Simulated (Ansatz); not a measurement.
## Run report: Hf2N, geometry relaxation (part 2 of 2)

Continued. System: Hf2N (9 atoms in the cell). Method: DFT PBEsol, scalar-relativistic, plane waves, PAW, no spin polarisation (Ansatz 0.2.0); cutoff 420 eV, 6×6×8 k-mesh, Gaussian smearing of 0.1 eV. The structure was made by swapping elements on the sites of another compound; it need not be a known phase. It belongs to a series of runs on one base structure; here: Ta -> Hf on all its sites, cell and atoms relaxed.

Geometry of the input (Å; fractional positions):
```
5.5295  0.0000  0.0000
-2.7648  4.7887  0.0000
0.0000  0.0000  5.0815
Hf 0.6678  0.6678  0.7470
Hf -0.0000  0.3322  0.7470
Hf 0.3322  0.0000  0.7470
Hf 0.3322  0.3322  0.2530
Hf 0.0000  0.6678  0.2530
Hf 0.6678  0.0000  0.2530
N  0.6667  0.3333  0.5000
N  0.3333  0.6667  0.5000
N  0.0000  0.0000  0.0000
```

## Output, continued
```
  k-point 0: bands = ["-40.2055", "-40.1312", "-40.1248", "-40.1248", "-40.1237", "-40.1237", "-9.5952", "-9.3046", "-9.1711", "-9.0740", "-9.0740", "-9.0400", "-9.0400", "-8.9314", "-8.9030", "-8.8983", "-8.8983", "-8.8554", "-8.8554", "-8.6563", "-8.6563", "-8.5409", "-8.5409", "-8.5060", "5.3650", "6.5079", "7.1718", "9.8336", "9.8427", "9.8427", "9.8526", "9.8527", "9.8599", "9.8599", "9.8636", "9.8701", "9.8701", "9.8799", "9.8799", "9.8838", "9.8851", "9.8851", "9.8999", "9.9001", "9.9001", "9.9039", "9.9039", "9.9050", "9.9050", "9.9125", "9.9125", "9.9154", "9.9154", "9.9175", "9.9247", "9.9309", "9.9309", "9.9331", "9.9331", "9.9350", "9.9350", "9.9352", "9.9409", "9.9409", "9.9420", "9.9523", "9.9619", "9.9803", "9.9818", "14.6395", "15.8790", "15.8790", "16.2903", "16.2903", "16.6230", "16.6230", "16.6599", "16.8741", "17.1807", "19.7043", "20.1976", "20.1976", "20.8627", "20.8627", "20.9170", "22.4964", "22.5126", "22.5287", "22.5287", "23.0680", "23.0680", "23.7728", "23.7728", "24.3804", "24.3804", "25.1792", "25.9851", "26.6041", "26.6041", "26.7801", "26.7801", "26.8518", "26.8518"]
  k-point 1: bands = ["-40.2027", "-40.1340", "-40.1248", "-40.1248", "-40.1236", "-40.1236", "-9.5625", "-9.2926", "-9.1563", "-9.1448", "-9.1448", "-9.0592", "-9.0592", "-8.9443", "-8.9200", "-8.8618", "-8.8618", "-8.8002", "-8.8002", "-8.6505", "-8.6505", "-8.5448", "-8.5448", "-8.5443", "5.4332", "6.5116", "7.1075", "9.8360", "9.8423", "9.8423", "9.8542", "9.8543", "9.8611", "9.8611", "9.8653", "9.8696", "9.8696", "9.8823", "9.8823", "9.8845", "9.8845", "9.8849", "9.8979", "9.8990", "9.8990", "9.9033", "9.9033", "9.9039", "9.9039", "9.9104", "9.9104", "9.9143", "9.9161", "9.9161", "9.9198", "9.9304", "9.9304", "9.9309", "9.9347", "9.9347", "9.9362", "9.9362", "9.9414", "9.9414", "9.9435", "9.9533", "9.9614", "9.9836", "9.9856", "14.6699", "15.5624", "15.5624", "16.4576", "16.4751", "16.4751", "16.7407", "16.7407", "16.8527", "17.4951", "19.8064", "20.2608", "20.2608", "20.8660", "20.8660", "20.8918", "22.2644", "22.2934", "22.2934", "22.5772", "23.2375", "23.2375", "23.9747", "23.9747", "24.3425", "24.3425", "25.1982", "25.5502", "26.5193", "26.5193", "26.7047", "26.7047", "26.9889", "26.9889"]
  k-point 2: bands = ["-40.1949", "-40.1420", "-40.1248", "-40.1248", "-40.1236", "-40.1236", "-9.4700", "-9.2593", "-9.2307", "-9.2307", "-9.1245", "-9.1245", "-9.1127", "-8.9800", "-8.9707", "-8.7802", "-8.7802", "-8.7285", "-8.7285", "-8.6487", "-8.6332", "-8.6332", "-8.5557", "-8.5557", "5.6242", "6.5202", "6.9255", "9.8420", "9.8420", "9.8421", "9.8586", "9.8590", "9.8640", "9.8640", "9.8695", "9.8701", "9.8701", "9.8793", "9.8793", "9.8872", "9.8872", "9.8877", "9.8923", "9.8937", "9.8937", "9.9009", "9.9009", "9.9051", "9.9051", "9.9057", "9.9098", "9.9098", "9.9107", "9.9206", "9.9206", "9.9218", "9.9285", "9.9285", "9.9335", "9.9335", "9.9364", "9.9364", "9.9452", "9.9452", "9.9455", "9.9548", "9.9606", "9.9879", "9.9964", "14.7517", "15.1806", "15.1806", "16.1844", "16.4313", "16.4313", "16.8020", "17.1333", "17.1333", "18.1024", "20.0806", "20.3942", "20.3942", "20.8016", "20.9096", "20.9096", "21.8723", "21.9497", "21.9497", "22.4335", "23.4052", "23.4052", "24.2814", "24.2814", "24.5672", "24.5672", "24.7384", "25.3035", "26.0377", "26.0377", "26.6506", "26.6506", "26.6536", "27.3787"]
  k-point 43: bands = ["-40.1594", "-40.1584", "-40.1584", "-40.1198", "-40.1189", "-40.1189", "-9.3767", "-9.3767", "-9.2172", "-9.1422", "-9.0656", "-9.0495", "-9.0495", "-9.0394", "-9.0394", "-8.8495", "-8.7892", "-8.7892", "-8.6783", "-8.6783", "-8.6459", "-8.6098", "-8.5813", "-8.5813", "6.3004", "6.3004", "6.5109", "9.8497", "9.8497", "9.8571", "9.8640", "9.8640", "9.8680", "9.8753", "9.8819", "9.8819", "9.8822", "9.8822", "9.8851", "9.8906", "9.8906", "9.8907", "9.8936", "9.8959", "9.8959", "9.9014", "9.9046", "9.9046", "9.9050", "9.9050", "9.9086", "9.9101", "9.9101", "9.9130", "9.9136", "9.9143", "9.9143", "9.9197", "9.9244", "9.9250", "9.9250", "9.9323", "9.9323", "9.9417", "9.9530", "9.9530", "9.9673", "9.9673", "9.9873", "14.7335", "15.0261", "15.0261", "16.3562", "16.3562", "16.9430", "16.9754", "17.2091", "17.2091", "18.6252", "19.1563", "19.1563", "19.6154", "19.9968", "19.9968", "21.0068", "21.0068", "21.3031", "23.0467", "23.0467", "23.6574", "24.7659", "25.0931", "25.0931", "25.6536", "25.6536", "25.7759", "25.9708", "26.3168", "26.3168", "26.5504", "26.5504", "26.9613", "26.9613"]
--- Relaxed structure (3 steps of the walk, 2 accepted, 1 SCFs on fresh bases) ---
  F+E_penalty+E_count = -94735.33144196 eV   max|allowed force component| = 3.068e-3 eV/Å   (the final SCF, on the basis selected at the relaxed cell)
  cell:  # Å, volume = 134.6916 Å³
    - [5.532979740057756, 0.0, 1.3854942710858759e-34]
    - [-2.766489870028878, 4.791701013514636, -6.927471355429379e-35]
    - [1.2732321002168982e-34, 0.0, 5.080325980573638]
  atoms:
    - { symbol: Hf, position: [0.6679061510337587, 0.6679061510337587, 0.7469645306737921] }
    - { symbol: Hf, position: [-2.7755575615628914e-17, 0.33209384896624133, 0.7469645306737921] }
    - { symbol: Hf, position: [0.3320938489662414, 1.6292037701362261e-37, 0.7469645306737921] }
    - { symbol: Hf, position: [0.3320938489662414, 0.33209384896624133, 0.2530354693262079] }
    - { symbol: Hf, position: [5.551115123125783e-17, 0.6679061510337587, 0.2530354693262079] }
    - { symbol: Hf, position: [0.6679061510337586, 1.6292037701362261e-37, 0.2530354693262079] }
    - { symbol: N, position: [0.6666666666666667, 0.3333333333333333, 0.5] }
    - { symbol: N, position: [0.3333333333333333, 0.6666666666666667, 0.5] }
    - { symbol: N, position: [3.474440712017808e-37, 3.7238943317399464e-37, -1.1853488253743314e-21] }
```

## Trajectory as extended XYZ (Å, eV, eV/Å), 4 frames, from step=1 to step=4
```
9
Lattice="5.5295 0.0000 0.0000 -2.7648 4.7887 0.0000 0.0000 0.0000 5.0815" Properties=species:S:1:pos:R:3:forces:R:3 step=1 energy=-94735.33121 pressure_GPa=0.22
Hf    1.8463    3.1979    3.7960    0.0078   0.0135   0.0037
Hf   -0.9185    1.5909    3.7960    0.0078  -0.0135   0.0037
Hf    1.8370    0.0000    3.7960   -0.0156   0.0000   0.0037
Hf    0.9185    1.5909    1.2855   -0.0078  -0.0135  -0.0037
Hf   -1.8463    3.1979    1.2855   -0.0078   0.0135  -0.0037
Hf    3.6926    0.0000    1.2855    0.0156   0.0000  -0.0037
N     2.7648    1.5962    2.5407    0.0000   0.0000   0.0000
N     0.0000    3.1925    2.5407    0.0000   0.0000   0.0000
N     0.0000    0.0000    0.0000    0.0000   0.0000   0.0000
9
Lattice="5.5384 0.0000 0.0000 -2.7692 4.7964 0.0000 0.0000 0.0000 5.0779" Properties=species:S:1:pos:R:3:forces:R:3 step=2 energy=-94735.33006 pressure_GPa=-0.24 accepted=F
Hf    1.8507    3.2055    3.7911   -0.0217  -0.0376   0.0240
Hf   -0.9185    1.5909    3.7911   -0.0217   0.0376   0.0240
Hf    1.8370    0.0000    3.7911    0.0435   0.0000   0.0240
Hf    0.9185    1.5909    1.2868    0.0217   0.0376  -0.0240
Hf   -1.8507    3.2055    1.2868    0.0217  -0.0376  -0.0240
Hf    3.7013    0.0000    1.2868   -0.0435   0.0000  -0.0240
N     2.7692    1.5988    2.5389    0.0000   0.0000   0.0000
N     0.0000    3.1976    2.5389    0.0000   0.0000   0.0000
N     0.0000    0.0000    0.0000    0.0000   0.0000   0.0000
9
Lattice="5.5330 0.0000 0.0000 -2.7665 4.7917 0.0000 0.0000 0.0000 5.0803" Properties=species:S:1:pos:R:3:forces:R:3 step=3 energy=-94735.33114 pressure_GPa=0.02
Hf    1.8478    3.2004    3.7948    0.0008   0.0013   0.0031
Hf   -0.9187    1.5913    3.7948    0.0008  -0.0013   0.0031
Hf    1.8375    0.0000    3.7948   -0.0016   0.0000   0.0031
Hf    0.9187    1.5913    1.2855   -0.0008  -0.0013  -0.0031
Hf   -1.8478    3.2004    1.2855   -0.0008   0.0013  -0.0031
Hf    3.6955    0.0000    1.2855    0.0016   0.0000  -0.0031
N     2.7665    1.5972    2.5402    0.0000   0.0000   0.0000
N     0.0000    3.1945    2.5402    0.0000   0.0000   0.0000
N     0.0000    0.0000    0.0000    0.0000   0.0000   0.0000
9
Lattice="5.5330 0.0000 0.0000 -2.7665 4.7917 0.0000 0.0000 0.0000 5.0803" Properties=species:S:1:pos:R:3:forces:R:3 step=4 energy=-94735.33144 pressure_GPa=0.02
Hf    1.8478    3.2004    3.7948    0.0008   0.0014   0.0031
Hf   -0.9187    1.5913    3.7948    0.0008  -0.0014   0.0031
Hf    1.8375    0.0000    3.7948   -0.0016   0.0000   0.0031
Hf    0.9187    1.5913    1.2855   -0.0008  -0.0014  -0.0031
Hf   -1.8478    3.2004    1.2855   -0.0008   0.0014  -0.0031
Hf    3.6955    0.0000    1.2855    0.0016   0.0000  -0.0031
N     2.7665    1.5972    2.5402    0.0000   0.0000   0.0000
N     0.0000    3.1945    2.5402    0.0000   0.0000   0.0000
N     0.0000    0.0000    0.0000    0.0000   0.0000   0.0000
```

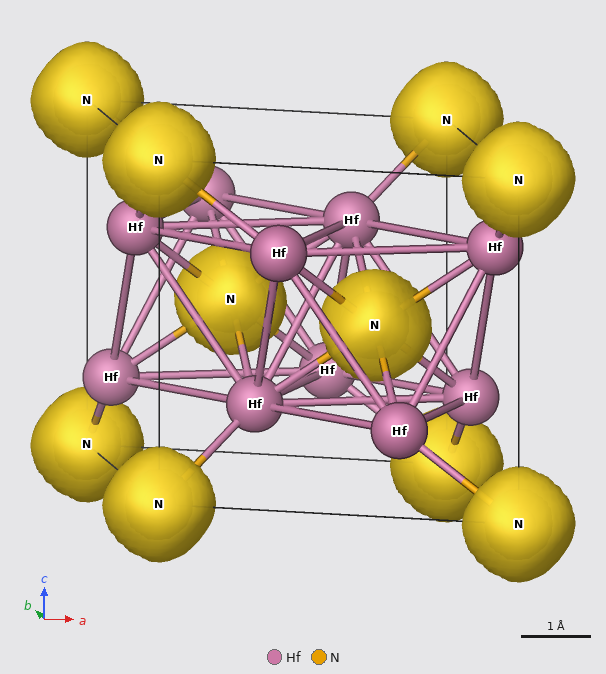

*Isosurface of the electron localisation function at 0.75 (yellow), seen slightly off an axis. Only the valence region is drawn (cores and ρ < 0.01 e/Å³ removed). Sticks mark near contacts. The outline is the cell set on symmetry axes.*

Profiles from the grid: Hf–N (2.23 Å): the ELF peaks at about 0.80 in the valence shell of N, 0.6 Å from its nucleus, and drops to about 0.15 between the two atoms; a polar contact without a shared pair, in a metal. Hf–Hf (3.11 Å): the ELF is about 0.20 at the midpoint; no localised pair between them. Core electrons are frozen (PAW), so the fields are smoothed inside the atomic spheres.

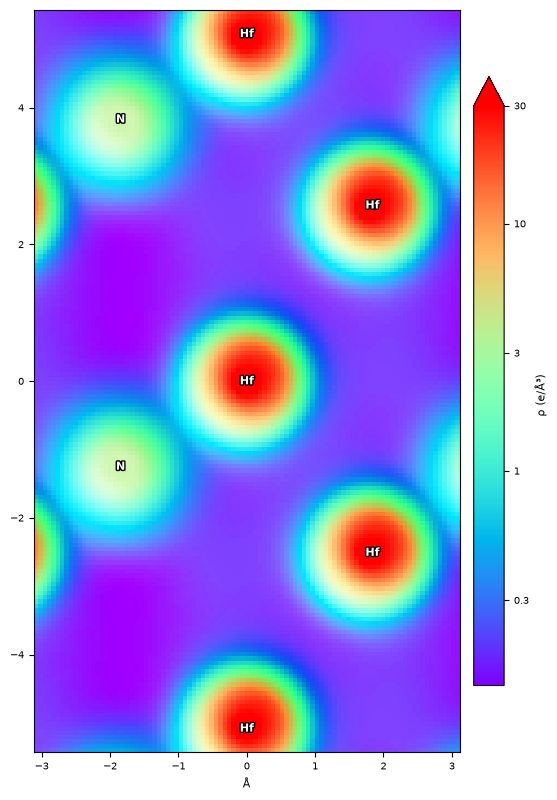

*Valence electron density on the (100) plane of the conventional cell.*

Atoms in the plane: Hf and N. Hf–N (2.23 Å): ρ is about 0.55 e/Å³ halfway. Hf–Hf (3.11 Å): ρ at the midpoint is about 0.2 e/Å³. Hf–Hf (3.16 Å): ρ at the midpoint is about 0.18 e/Å³. Away from the nuclei the density in this plane falls to 0.14 e/Å³ at its lowest.

## Key numbers

| quantity | value |
| --- | --- |
| outcome | converged |
| space group (tolerance 0.01 Å) | P-31m (162) |
| electrons treated | 171 |
| free energy | −94735.3314 eV |
| Fermi energy | 21.220 eV |
| gap on the k-point mesh | none (metallic) |
| pressure | 0.02 GPa |
| final volume | 134.69 Å³ |
| largest force (length of the vector) at the end | 0.003 eV/Å |
| final cell | a = 5.533 Å, b = 5.533 Å, c = 5.080 Å, α = 90.00°, β = 90.00°, γ = 120.00° |
| wall time | 78 s (CPU time 2.5 min) |
| peak memory | 0.84 GiB |

## Notes

Spin–orbit coupling is left out, which matters for Hf. The cell holds an odd number of electrons but the run has no spin polarisation, so a band is left half filled.
